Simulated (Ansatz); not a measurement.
Take the following structure.

```xyz
4
Lattice="3.9276 0.0000 0.0000 0.0000 3.9276 0.0000 0.0000 0.0000 3.9276" Properties=species:S:1:pos:R:3 pbc="T T T"
Al    0.0000    1.9638    1.9638
Al    1.9638    0.0000    1.9638
Al    1.9638    1.9638    0.0000
Cu    0.0000    0.0000    0.0000
```

**Describe what this structure looks like.**

The structure is one of Al3Cu. Space group Pm-3m (No. 221), lattice primitive cubic. Structure type: Cu₃Au (L1₂) type. It has 4 atoms to the cell (3 Al, 1 Cu). Al bonds to eight Al and four Cu in a cuboctahedral arrangement (2.78 Å to Al, 2.78 Å to Cu). The coordination shell of Cu holds twelve Al in a cuboctahedral arrangement at 2.78 Å. The bonds build a three-dimensional framework.

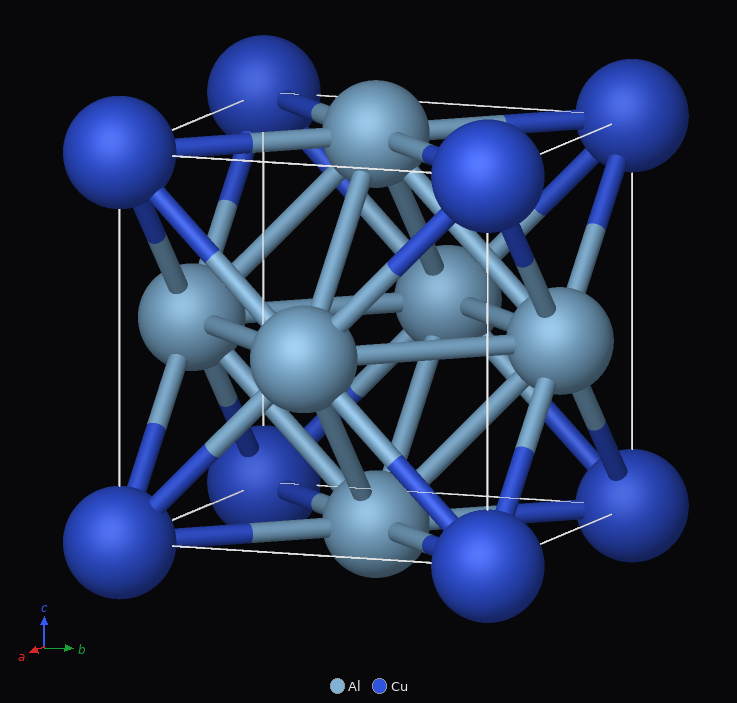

An orthographic ball-and-stick view of the structure, slightly off an axis. The edges of the conventional unit cell are marked.

It goes back to a structure listed in the Materials Project. The cell was then strained or its atoms displaced on purpose. It was run through Ansatz as a DFT input.
